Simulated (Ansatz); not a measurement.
Structure data:

```xyz
4
Lattice="3.0345 0.0000 0.0000 -1.5173 2.6280 0.0000 0.0000 0.0000 5.2450" Properties=species:S:1:pos:R:3 pbc="T T T"
Hf    1.5173    0.8760    3.9337
Hf    0.0000    1.7520    1.3112
N     0.0000    0.0000    0.0000
N     0.0000    0.0000    2.6225
```

> Interpret the file: composition, symmetry and coordination.

The solid is HfN. The space group is P6_3/mmc (No. 194); the lattice is primitive hexagonal. It adopts the structure known as anti-NiAs type. Content of the cell: 2 Hf, 2 N (Z = 2). The coordination shell of Hf holds twelve Hf and six N (3.03 to 3.15 Å to Hf, 2.19 Å to N). The neighbours of N are six Hf in an octahedral arrangement at 2.19 Å. The bonds build a three-dimensional framework.

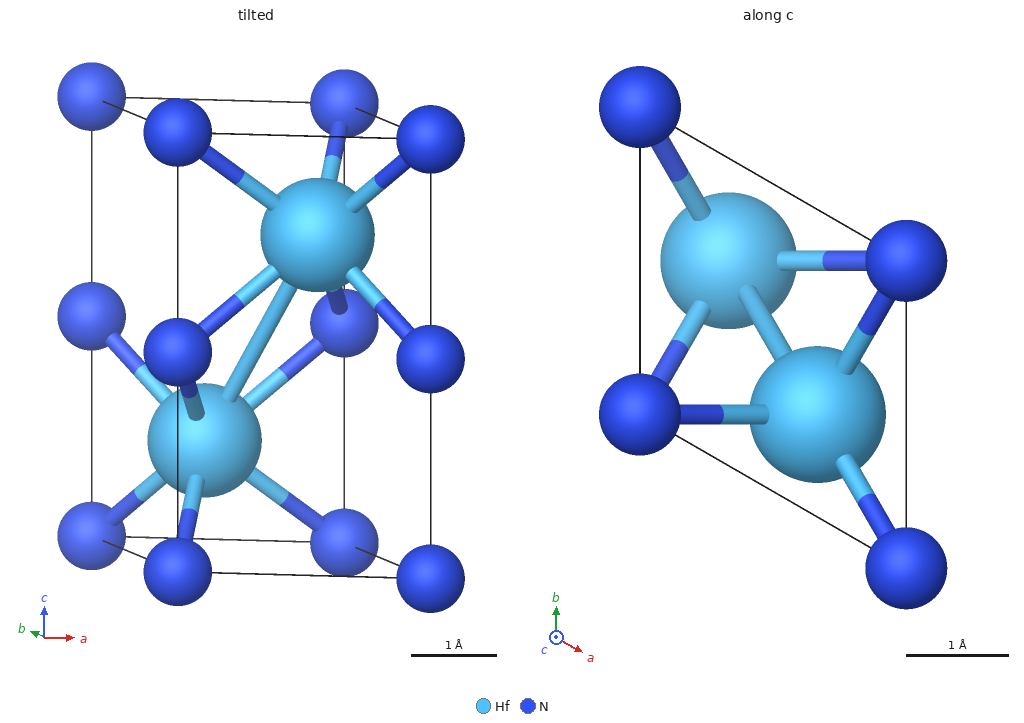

View slightly off an axis and along the c axis, drawn as a ball-and-stick model. The frame is the conventional unit cell; atoms at its boundary are shown with their periodic copies.

The structure was taken from a structure listed in the Materials Project. It was relaxed with DFT LDA, scalar-relativistic, plane waves, PAW (Ansatz) under a constraint or pressure on the cell, so some stress remains.

At this level of theory the cell isn't at rest (compressed, at 22 GPa), so its distances can differ from those at equilibrium, the more so the softer the solid.
